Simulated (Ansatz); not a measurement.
## Geometry relaxation of C (part 2 of 2)

Continued. System: C (2 atoms in the cell). Method: DFT PBE, scalar-relativistic, plane waves, PAW, PAW set soft_1, no spin polarisation (Ansatz 0.2.0); cutoff 420 eV, 14×14×14 k-mesh, Gaussian smearing of 0.02 eV. The structure derives from an entry of the Crystallography Open Database.

Geometry of the input (Å; fractional positions):
```
0.0000  2.1270  3.3480
1.2280  0.0000  3.3480
1.2280  2.1270  0.0000
C  0.1667  0.8333  0.1667
C  0.8333  0.1667  0.8333
```

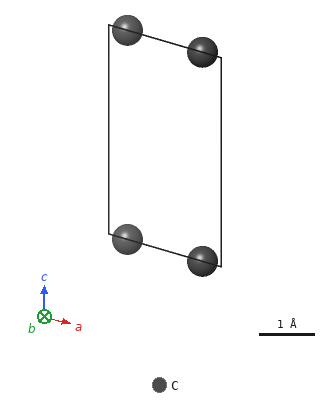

The geometry at step 6 of the log (ball-and-stick view of the reduced cell, along the b axis; atoms are numbered from 1 in the order of the input).

### Output, continued
```
relax step  12: F+E_penalty+E_count = -501.88511495 eV  Δ(F+E_penalty+E_count) = +6.799e-4 eV  max|allowed force component| = 3.417e-3 eV/Å  Δτ_max = 0.0000 Å  P = +0.001 GPa  Ω = 21.425 Å³  energy of the carried Pulay correction = -1.999e-3 eV  (5 SCF iters, dr2 threshold 1.15e-7 eV, accepted)
Basis set: ecut = 420 eV, 411 PW (Γ), exchange–correlation on 64×60×36 points (8 copies of the dense FFT grid, shifted against one another)
preconditioner: auto → none  [insulator: Δε(μ)=0.946 eV  Ē_g=17.952 eV  σ=0.020 eV  W_gap=1.00  n_scr=2 (ndim 8)  ℏωp=22.7 eV  f_vac=0.205  D(μ)=0.00/eV (n_scr^D=0)  ε∞_Penn≈2.6]
SCF 13 converged in 5 iterations: F = -501.887671 eV  dr2 = 1.05e-13
relax step  13: F+E_penalty+E_count = -501.88767131 eV  Δ(F+E_penalty+E_count) = -2.556e-3 eV  max|allowed force component| = 3.463e-3 eV/Å  Δτ_max = 0.0000 Å  P = +0.057 GPa  Ω = 21.425 Å³  stress off target by 2.33e-1 GPa  SCF on the basis re-selected at this cell (its energy is not comparable with the rows above)  (5 SCF iters)
basis re-selected at this cell: Δ(F+E_penalty+E_count) = -2.556e-3 eV, ΔP = +0.056 GPa vs the last step (what re-selecting the basis moved, of the pressure what is left beyond the Pulay correction that the steps carried, after the strain that the cell walked since its last selection, with what the two solves' SCF thresholds leave and, on support functions, any second-order correction that the steps lacked; it is no measure of the basis error at this ecutwfc). The dense FFT grid was sized anew with the basis: this SCF ran on 32×30×18 points, the steps before it on 30×30×18, so part of this shift can come from that change (see relax.cell in the input reference). This SCF's stress stands 2.33e-1 GPa from its target on what of the cell is left free (relax.cell.stress_tol is 5.00e-2 GPa) and its largest allowed force component is 3.46e-3 eV/Å (relax.f_tol is 5.00e-3 eV/Å): not within both, so this SCF does not close the relaxation
Crystal: 2 atoms, lattice volume = 21.719 Å³
Basis set: ecut = 420 eV, 415 PW (Γ), exchange–correlation on 64×60×36 points (8 copies of the dense FFT grid, shifted against one another)
preconditioner: auto → none  [insulator: Δε(μ)=0.969 eV  Ē_g=17.909 eV  σ=0.020 eV  W_gap=1.00  n_scr=2 (ndim 8)  ℏωp=22.5 eV  f_vac=0.218  D(μ)=0.00/eV (n_scr^D=0)  ε∞_Penn≈2.6]
SCF 14 converged in 4 iterations: F = -501.887400 eV  dr2 = 1.64e-9
relax step  14: F+E_penalty+E_count = -501.88739973 eV  Δ(F+E_penalty+E_count) = +2.716e-4 eV  max|allowed force component| = 2.332e-4 eV/Å  Δτ_max = 0.0000 Å  P = +0.038 GPa  Ω = 21.719 Å³  energy of the carried Pulay correction = -5.893e-4 eV  (4 SCF iters, dr2 threshold 1.35e-7 eV, accepted)
Crystal: 2 atoms, lattice volume = 21.991 Å³
preconditioner: auto → none  [insulator: Δε(μ)=0.990 eV  Ē_g=17.888 eV  σ=0.020 eV  W_gap=1.00  n_scr=2 (ndim 8)  ℏωp=22.4 eV  f_vac=0.226  D(μ)=0.00/eV (n_scr^D=0)  ε∞_Penn≈2.6]
SCF 15 converged in 5 iterations: F = -501.886896 eV  dr2 = 2.74e-11
relax step  15: F+E_penalty+E_count = -501.88689622 eV  Δ(F+E_penalty+E_count) = +5.035e-4 eV  max|allowed force component| = 1.592e-3 eV/Å  Δτ_max = 0.0000 Å  P = +0.004 GPa  Ω = 21.991 Å³  energy of the carried Pulay correction = -1.185e-3 eV  (5 SCF iters, dr2 threshold 3.10e-8 eV, accepted)
preconditioner: auto → none  [insulator: Δε(μ)=0.992 eV  Ē_g=17.907 eV  σ=0.020 eV  W_gap=1.00  n_scr=2 (ndim 8)  ℏωp=22.4 eV  f_vac=0.221  D(μ)=0.00/eV (n_scr^D=0)  ε∞_Penn≈2.6]
SCF 16 converged in 4 iterations: F = -501.888304 eV  dr2 = 1.26e-11
relax step  16: F+E_penalty+E_count = -501.88830362 eV  Δ(F+E_penalty+E_count) = -1.407e-3 eV  max|allowed force component| = 1.572e-3 eV/Å  Δτ_max = 0.0000 Å  P = +0.034 GPa  Ω = 21.991 Å³  stress off target by 1.26e-1 GPa  SCF on the basis re-selected at this cell (its energy is not comparable with the rows above)  (4 SCF iters)
basis re-selected at this cell: Δ(F+E_penalty+E_count) = -1.407e-3 eV, ΔP = +0.030 GPa vs the last step (what re-selecting the basis moved, of the pressure what is left beyond the Pulay correction that the steps carried, after the strain that the cell walked since its last selection, with what the two solves' SCF thresholds leave and, on support functions, any second-order correction that the steps lacked; it is no measure of the basis error at this ecutwfc). This SCF's stress stands 1.26e-1 GPa from its target on what of the cell is left free (relax.cell.stress_tol is 5.00e-2 GPa) and its largest allowed force component is 1.57e-3 eV/Å (relax.f_tol is 5.00e-3 eV/Å): not within both, so this SCF does not close the relaxation
Crystal: 2 atoms, lattice volume = 22.285 Å³
Basis set: ecut = 420 eV, 417 PW (Γ), exchange–correlation on 64×60×36 points (8 copies of the dense FFT grid, shifted against one another)
preconditioner: auto → none  [insulator: Δε(μ)=1.011 eV  Ē_g=17.862 eV  σ=0.020 eV  W_gap=1.00  n_scr=2 (ndim 8)  ℏωp=22.2 eV  f_vac=0.234  D(μ)=0.00/eV (n_scr^D=0)  ε∞_Penn≈2.6]
SCF 17 converged in 5 iterations: F = -501.887869 eV  dr2 = 3.28e-11
relax step  17: F+E_penalty+E_count = -501.88786903 eV  Δ(F+E_penalty+E_count) = +4.346e-4 eV  max|allowed force component| = 2.000e-3 eV/Å  Δτ_max = 0.0000 Å  P = +0.007 GPa  Ω = 22.285 Å³  energy of the carried Pulay correction = -5.765e-4 eV  (5 SCF iters, dr2 threshold 3.95e-8 eV, accepted)
Crystal: 2 atoms, lattice volume = 22.369 Å³
preconditioner: auto → none  [insulator: Δε(μ)=1.018 eV  Ē_g=17.871 eV  σ=0.020 eV  W_gap=1.00  n_scr=2 (ndim 8)  ℏωp=22.2 eV  f_vac=0.233  D(μ)=0.00/eV (n_scr^D=0)  ε∞_Penn≈2.5]
SCF 18 converged in 5 iterations: F = -501.887703 eV  dr2 = 3.23e-12
relax step  18: F+E_penalty+E_count = -501.88770278 eV  Δ(F+E_penalty+E_count) = +1.662e-4 eV  max|allowed force component| = 1.177e-3 eV/Å  Δτ_max = 0.0000 Å  P = -0.001 GPa  Ω = 22.369 Å³  energy of the carried Pulay correction = -7.497e-4 eV  (5 SCF iters, accepted)
preconditioner: auto → none  [insulator: Δε(μ)=1.018 eV  Ē_g=17.877 eV  σ=0.020 eV  W_gap=1.00  n_scr=2 (ndim 8)  ℏωp=22.2 eV  f_vac=0.232  D(μ)=0.00/eV (n_scr^D=0)  ε∞_Penn≈2.5]
SCF 19 converged in 4 iterations: F = -501.888537 eV  dr2 = 6.77e-12
relax step  19: F+E_penalty+E_count = -501.88853743 eV  Δ(F+E_penalty+E_count) = -8.347e-4 eV  max|allowed force component| = 1.180e-3 eV/Å  Δτ_max = 0.0000 Å  P = +0.015 GPa  Ω = 22.369 Å³  stress off target by 7.33e-2 GPa  SCF on the basis re-selected at this cell (its energy is not comparable with the rows above)  (4 SCF iters)
basis re-selected at this cell: Δ(F+E_penalty+E_count) = -8.347e-4 eV, ΔP = +0.016 GPa vs the last step (what re-selecting the basis moved, of the pressure what is left beyond the Pulay correction that the steps carried, after the strain that the cell walked since its last selection, with what the two solves' SCF thresholds leave and, on support functions, any second-order correction that the steps lacked; it is no measure of the basis error at this ecutwfc). This SCF's stress stands 7.33e-2 GPa from its target on what of the cell is left free (relax.cell.stress_tol is 5.00e-2 GPa) and its largest allowed force component is 1.18e-3 eV/Å (relax.f_tol is 5.00e-3 eV/Å): not within both, so this SCF does not close the relaxation
Crystal: 2 atoms, lattice volume = 22.580 Å³
preconditioner: auto → none  [insulator: Δε(μ)=1.031 eV  Ē_g=17.845 eV  σ=0.020 eV  W_gap=1.00  n_scr=2 (ndim 8)  ℏωp=22.1 eV  f_vac=0.241  D(μ)=0.00/eV (n_scr^D=0)  ε∞_Penn≈2.5]
the search or the solves at the SCF's close seem to have found levels that the self-consistency loop had missed (the run counts 1). By its estimate they hold under 1e-12 electrons; where the run keeps them, the occupations were computed again with them
SCF 20 converged in 5 iterations: F = -501.888193 eV  dr2 = 1.73e-11
relax step  20: F+E_penalty+E_count = -501.88819322 eV  Δ(F+E_penalty+E_count) = +3.442e-4 eV  max|allowed force component| = 4.548e-4 eV/Å  Δτ_max = 0.0000 Å  P = +0.002 GPa  Ω = 22.580 Å³  energy of the carried Pulay correction = -4.009e-4 eV  (5 SCF iters, accepted)
Crystal: 2 atoms, lattice volume = 22.622 Å³
preconditioner: auto → none  [insulator: Δε(μ)=1.034 eV  Ē_g=17.854 eV  σ=0.020 eV  W_gap=1.00  n_scr=2 (ndim 8)  ℏωp=22.1 eV  f_vac=0.241  D(μ)=0.00/eV (n_scr^D=0)  ε∞_Penn≈2.5]
SCF 21 converged in 5 iterations: F = -501.888112 eV  dr2 = 8.12e-13
relax step  21: F+E_penalty+E_count = -501.88811177 eV  Δ(F+E_penalty+E_count) = +8.145e-5 eV  max|allowed force component| = 4.251e-4 eV/Å  Δτ_max = 0.0000 Å  P = -0.000 GPa  Ω = 22.622 Å³  energy of the carried Pulay correction = -4.839e-4 eV  (5 SCF iters, accepted)
Basis set: ecut = 420 eV, 417 PW (Γ), exchange–correlation on 72×60×36 points (8 copies of the dense FFT grid, shifted against one another)
iter 1 solved again at ethr=8.72e-8 eV; its pass at ethr=3.10e-3 eV (dr2=6.98e-6 eV) is discarded
SCF iter   1: F=—  HF=-501.888623 eV  |F-HF|=—  |Δ(HF+E_count)|=         —  Δρ=5.23e-5  dr2=7.30e-8  ethr=8.72e-8  ⟨swp⟩=3.1  Hψ=35180  notcnv=0
preconditioner: auto → none  [insulator: Δε(μ)=1.035 eV  Ē_g=17.857 eV  σ=0.020 eV  W_gap=1.00  n_scr=2 (ndim 8)  ℏωp=22.1 eV  f_vac=0.243  D(μ)=0.00/eV (n_scr^D=0)  ε∞_Penn≈2.5]
SCF iter   2: F=—  HF=-501.888623 eV  |F-HF|=—  |Δ(HF+E_count)|=   3.98e-7  Δρ=2.65e-5  dr2=1.71e-8  ethr=9.13e-10  ⟨swp⟩=2.8  Hψ=5287  notcnv=0
SCF iter   3: F=—  HF=-501.888623 eV  |F-HF|=—  |Δ(HF+E_count)|=   4.87e-7  Δρ=1.63e-6  dr2=1.13e-10  ethr=2.13e-10  ⟨swp⟩=2.1  Hψ=5056  notcnv=0
SCF iter   4: F=-501.888623 eV  HF=-501.888623 eV  |F-HF|=8.98e-12  |Δ(HF+E_count)|=   1.32e-9  Δρ=2.02e-7  dr2=3.06e-12  ethr=1.00e-12  ⟨swp⟩=6.7  Hψ=13752  notcnv=0
SCF 22 converged in 4 iterations: F = -501.888623 eV  dr2 = 3.06e-12
relax step  22: F+E_penalty+E_count = -501.88862321 eV  Δ(F+E_penalty+E_count) = -5.114e-4 eV  max|allowed force component| = 4.657e-4 eV/Å  Δτ_max = 0.0000 Å  P = +0.009 GPa  Ω = 22.622 Å³  stress off target by 4.57e-2 GPa  SCF on the basis re-selected at this cell (its energy is not comparable with the rows above)  (4 SCF iters)
basis re-selected at this cell: Δ(F+E_penalty+E_count) = -5.114e-4 eV, ΔP = +0.010 GPa vs the last step (what re-selecting the basis moved, of the pressure what is left beyond the Pulay correction that the steps carried, after the strain that the cell walked since its last selection, with what the two solves' SCF thresholds leave and, on support functions, any second-order correction that the steps lacked; it is no measure of the basis error at this ecutwfc). The dense FFT grid was sized anew with the basis: this SCF ran on 36×30×18 points, the steps before it on 32×30×18, so part of this shift can come from that change (see relax.cell in the input reference). This SCF's stress stands 4.57e-2 GPa from its target on what of the cell is left free (relax.cell.stress_tol is 5.00e-2 GPa) and its largest allowed force component is 4.66e-4 eV/Å (relax.f_tol is 5.00e-3 eV/Å): within both
SCF converged after 4 iterations
Free energy (F): -501.888623 eV
Harris-Foulkes:  -501.888623 eV  (|F-HF|=8.98e-12)
Internal energy: -501.888623 eV  (E = F + TS)
E sigma→0 (E₀):  -501.888623 eV
Fermi energy:    4.584767 eV
--- Per-component energies (eV) ---
  E_band       = -36.726855
  E_kinetic    = 176.855002
  E_local      = -445.184153  (includes V_loc(G=0)·N_el)
  E_nonlocal   = 46.853663
  E_hartree    = 157.985804
  E_xc         = -93.848458
  E_vxc        = -115.552298  (∫ρ·V_xc dr)
  E_paw        = -200.186862  (= ΣΔE_a)
  E_vpaw       = -15.670703  (= ΣTr[D̂ρ^β])
  E_aug_tail   = 0.000033  (compensation charges beyond the density's cutoff)
  E_ewald      = -144.363653
  E_smearing   = -0.000000  (= −TS)
  E_closure    = 0.000000  (closes the sum)
  Σ components = -501.888623   (vs F -501.888623, Δ=0.00e0)
--- Forces (eV/Å), atoms counted from 1 ---
  atom   1  C      0.00000000    -0.00046571     0.00000000
  atom   2  C      0.00000000     0.00046571     0.00000000
  max |Σ_I F_I| component: 0.00e0 eV/Å
--- Stress (GPa, compression-positive) ---
       -0.007530       0.000000       0.000000
        0.000000      -0.010220       0.000000
        0.000000       0.000000       0.045715
  P = ⅓ Tr σ = 0.0093 GPa (0.093 kbar)
--- Band table (eV; the first three rows and the last of 428) ---
  k-point 0: bands = ["-14.9804", "-2.8268", "1.5143", "1.5143", "7.6216", "12.8805", "12.8881", "15.9433"]
  k-point 1: bands = ["-14.8596", "-2.6904", "1.0293", "1.2607", "7.8061", "12.9418", "13.3952", "15.5241"]
  k-point 2: bands = ["-14.4978", "-2.2834", "-0.2394", "0.6317", "8.3583", "12.9413", "14.3689", "14.7925"]
  k-point 427: bands = ["-14.9471", "-3.2864", "1.5124", "1.5149", "10.8580", "12.8790", "12.8831", "14.8234"]
--- Relaxed structure (16 steps of the walk, 16 accepted, 6 SCFs on fresh bases) ---
  F+E_penalty+E_count = -501.88862321 eV   max|allowed force component| = 4.657e-4 eV/Å   (the final SCF, on the basis selected at the relaxed cell)
  cell:  # Å, volume = 22.6218 Å³
    - [0.0, 2.1360192227455546, 4.293851369218723]
    - [1.2332305912854042, 0.0, 4.293851369218723]
    - [1.2332305912854042, 2.1360192227455546, 0.0]
  atoms:
    - { symbol: C, position: [0.1666721639984322, 0.8333278360015678, 0.1666721639984322] }
    - { symbol: C, position: [0.8333278360015678, 0.1666721639984322, 0.8333278360015677] }
```

### Trajectory as extended XYZ (Å, eV, eV/Å), 22 frames, from step=1 to step=22
```
2
Lattice="0.0000 2.1270 3.3480 1.2280 0.0000 3.3480 1.2280 2.1270 0.0000" Properties=species:S:1:pos:R:3:forces:R:3 step=1 energy=-501.85190 pressure_GPa=4.59
C     1.2280    0.7090    3.3480    0.0000   0.0314   0.0000
C     1.2280    3.5450    3.3480    0.0000  -0.0314   0.0000
2
Lattice="0.0000 2.1323 3.5112 1.2313 0.0000 3.5112 1.2313 2.1323 0.0000" Properties=species:S:1:pos:R:3:forces:R:3 step=2 energy=-501.86662 pressure_GPa=1.61
C     1.2313    0.7109    3.5112    0.0000   0.0060   0.0000
C     1.2313    3.5537    3.5112    0.0000  -0.0060   0.0000
2
Lattice="0.0000 2.1354 3.6303 1.2329 0.0000 3.6303 1.2329 2.1354 0.0000" Properties=species:S:1:pos:R:3:forces:R:3 step=3 energy=-501.86928 pressure_GPa=0.01
C     1.2329    0.7120    3.6303    0.0000  -0.0038   0.0000
C     1.2329    3.5588    3.6303    0.0000   0.0038   0.0000
2
Lattice="0.0000 2.1353 3.6522 1.2328 0.0000 3.6522 1.2328 2.1353 0.0000" Properties=species:S:1:pos:R:3:forces:R:3 step=4 energy=-501.86917 pressure_GPa=-0.03
C     1.2328    0.7119    3.6522    0.0000  -0.0024   0.0000
C     1.2328    3.5586    3.6522    0.0000   0.0024   0.0000
2
Lattice="0.0000 2.1352 3.6532 1.2328 0.0000 3.6532 1.2328 2.1352 0.0000" Properties=species:S:1:pos:R:3:forces:R:3 step=5 energy=-501.86916 pressure_GPa=-0.00
C     1.2328    0.7119    3.6532    0.0000  -0.0010   0.0000
C     1.2328    3.5585    3.6532    0.0000   0.0010   0.0000
2
Lattice="0.0000 2.1352 3.6532 1.2328 0.0000 3.6532 1.2328 2.1352 0.0000" Properties=species:S:1:pos:R:3:forces:R:3 step=6 energy=-501.87862 pressure_GPa=0.63
C     1.2328    0.7119    3.6532    0.0000  -0.0013   0.0000
C     1.2328    3.5585    3.6532    0.0000   0.0013   0.0000
2
Lattice="0.0000 2.1357 3.7663 1.2330 0.0000 3.7663 1.2330 2.1357 0.0000" Properties=species:S:1:pos:R:3:forces:R:3 step=7 energy=-501.88097 pressure_GPa=0.31
C     1.2330    0.7120    3.7663    0.0000   0.0004   0.0000
C     1.2330    3.5594    3.7663    0.0000  -0.0004   0.0000
2
Lattice="0.0000 2.1360 3.8929 1.2332 0.0000 3.8929 1.2332 2.1360 0.0000" Properties=species:S:1:pos:R:3:forces:R:3 step=8 energy=-501.88052 pressure_GPa=0.01
C     1.2332    0.7121    3.8929    0.0000   0.0026   0.0000
C     1.2332    3.5600    3.8929    0.0000  -0.0026   0.0000
2
Lattice="0.0000 2.1360 3.9022 1.2332 0.0000 3.9022 1.2332 2.1360 0.0000" Properties=species:S:1:pos:R:3:forces:R:3 step=9 energy=-501.88036 pressure_GPa=-0.00
C     1.2332    0.7121    3.9022    0.0000   0.0013   0.0000
C     1.2332    3.5600    3.9022    0.0000  -0.0013   0.0000
2
Lattice="0.0000 2.1360 3.9022 1.2332 0.0000 3.9022 1.2332 2.1360 0.0000" Properties=species:S:1:pos:R:3:forces:R:3 step=10 energy=-501.88575 pressure_GPa=0.13
C     1.2332    0.7121    3.9022    0.0000   0.0014   0.0000
C     1.2332    3.5600    3.9022    0.0000  -0.0014   0.0000
2
Lattice="0.0000 2.1360 3.9969 1.2332 0.0000 3.9969 1.2332 2.1360 0.0000" Properties=species:S:1:pos:R:3:forces:R:3 step=11 energy=-501.88579 pressure_GPa=0.07
C     1.2332    0.7121    3.9969    0.0000  -0.0048   0.0000
C     1.2332    3.5598    3.9969    0.0000   0.0048   0.0000
2
Lattice="0.0000 2.1360 4.0667 1.2332 0.0000 4.0667 1.2332 2.1360 0.0000" Properties=species:S:1:pos:R:3:forces:R:3 step=12 energy=-501.88511 pressure_GPa=0.00
C     1.2332    0.7121    4.0667    0.0000  -0.0034   0.0000
C     1.2332    3.5599    4.0667    0.0000   0.0034   0.0000
2
Lattice="0.0000 2.1360 4.0667 1.2332 0.0000 4.0667 1.2332 2.1360 0.0000" Properties=species:S:1:pos:R:3:forces:R:3 step=13 energy=-501.88767 pressure_GPa=0.06
C     1.2332    0.7121    4.0667    0.0000  -0.0035   0.0000
C     1.2332    3.5599    4.0667    0.0000   0.0035   0.0000
2
Lattice="0.0000 2.1360 4.1227 1.2332 0.0000 4.1227 1.2332 2.1360 0.0000" Properties=species:S:1:pos:R:3:forces:R:3 step=14 energy=-501.88740 pressure_GPa=0.04
C     1.2332    0.7120    4.1227    0.0000  -0.0002   0.0000
C     1.2332    3.5599    4.1227    0.0000   0.0002   0.0000
2
Lattice="0.0000 2.1360 4.1741 1.2332 0.0000 4.1741 1.2332 2.1360 0.0000" Properties=species:S:1:pos:R:3:forces:R:3 step=15 energy=-501.88690 pressure_GPa=0.00
C     1.2332    0.7120    4.1741    0.0000   0.0016   0.0000
C     1.2332    3.5600    4.1741    0.0000  -0.0016   0.0000
2
Lattice="0.0000 2.1360 4.1741 1.2332 0.0000 4.1741 1.2332 2.1360 0.0000" Properties=species:S:1:pos:R:3:forces:R:3 step=16 energy=-501.88830 pressure_GPa=0.03
C     1.2332    0.7120    4.1741    0.0000   0.0016   0.0000
C     1.2332    3.5600    4.1741    0.0000  -0.0016   0.0000
2
Lattice="0.0000 2.1360 4.2300 1.2332 0.0000 4.2300 1.2332 2.1360 0.0000" Properties=species:S:1:pos:R:3:forces:R:3 step=17 energy=-501.88787 pressure_GPa=0.01
C     1.2332    0.7120    4.2300    0.0000   0.0020   0.0000
C     1.2332    3.5600    4.2300    0.0000  -0.0020   0.0000
2
Lattice="0.0000 2.1360 4.2458 1.2332 0.0000 4.2458 1.2332 2.1360 0.0000" Properties=species:S:1:pos:R:3:forces:R:3 step=18 energy=-501.88770 pressure_GPa=-0.00
C     1.2332    0.7120    4.2458    0.0000   0.0012   0.0000
C     1.2332    3.5600    4.2458    0.0000  -0.0012   0.0000
2
Lattice="0.0000 2.1360 4.2458 1.2332 0.0000 4.2458 1.2332 2.1360 0.0000" Properties=species:S:1:pos:R:3:forces:R:3 step=19 energy=-501.88854 pressure_GPa=0.02
C     1.2332    0.7120    4.2458    0.0000   0.0012   0.0000
C     1.2332    3.5600    4.2458    0.0000  -0.0012   0.0000
2
Lattice="0.0000 2.1360 4.2859 1.2332 0.0000 4.2859 1.2332 2.1360 0.0000" Properties=species:S:1:pos:R:3:forces:R:3 step=20 energy=-501.88819 pressure_GPa=0.00
C     1.2332    0.7120    4.2859    0.0000  -0.0005   0.0000
C     1.2332    3.5600    4.2859    0.0000   0.0005   0.0000
2
Lattice="0.0000 2.1360 4.2939 1.2332 0.0000 4.2939 1.2332 2.1360 0.0000" Properties=species:S:1:pos:R:3:forces:R:3 step=21 energy=-501.88811 pressure_GPa=-0.00
C     1.2332    0.7120    4.2939    0.0000  -0.0004   0.0000
C     1.2332    3.5600    4.2939    0.0000   0.0004   0.0000
2
Lattice="0.0000 2.1360 4.2939 1.2332 0.0000 4.2939 1.2332 2.1360 0.0000" Properties=species:S:1:pos:R:3:forces:R:3 step=22 energy=-501.88862 pressure_GPa=0.01
C     1.2332    0.7120    4.2939    0.0000  -0.0005   0.0000
C     1.2332    3.5600    4.2939    0.0000   0.0005   0.0000
```

### Results in brief

| quantity | value |
| --- | --- |
| outcome | converged |
| space group (tolerance 0.01 Å) | Fmmm (69) |
| electrons treated | 8 |
| free energy | −501.8886 eV |
| Fermi energy | 4.585 eV |
| gap on the k-point mesh | 1.03 eV |
| pressure | 0.01 GPa |
| final volume | 22.62 Å³ |
| largest force (length of the vector) at the end | under 0.001 eV/Å |
| final cell | a = 4.796 Å, b = 4.467 Å, c = 2.466 Å, α = 82.07°, β = 67.31°, γ = 30.62° |
| hardware | 2 threads of Arm Neoverse N1, 98 GiB of memory available, shared host |
| wall time | 2 min (CPU time 3.9 min) |
| peak memory | 0.37 GiB |
